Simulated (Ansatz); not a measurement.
Take the following structure.

```
Pt
1.0
     3.17848   -0.00437    0.04157
    -0.00437    3.00264   -0.00817
     0.04157   -0.00817    3.06914
Pt
2
Direct
  0.00000 0.00000 0.00000
  0.50000 0.50000 0.50000
```

Describe what this structure looks like.

Answer. The element is platinum. Strictly the space group is P-1 (No. 2, within 0.01 Å). It is a distorted form of a body-centred cubic structure, space group Im-3m (No. 229) within 0.45 Å: body-centred cubic (W type). The cell holds two atoms.

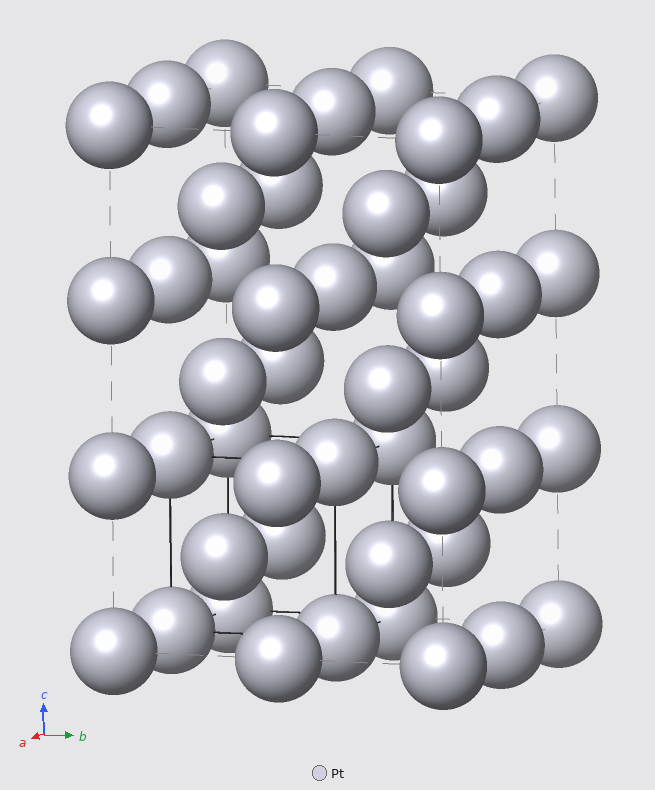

The structure above is drawn in spheres-only style and viewed slightly off an axis. A block of 2×2×3 cells is shown, with one drawn cell (a repeat of the simulation cell) in solid outline. Colours: platinum light grey.

The model was built from a structure listed in the Materials Project. The cell was then strained or its atoms displaced on purpose. An electronic-structure calculation with Ansatz was run on it.

At this level of theory the cell isn't at rest (compressed, at 23 GPa), so its distances can differ from those at equilibrium, the more so the softer the solid.
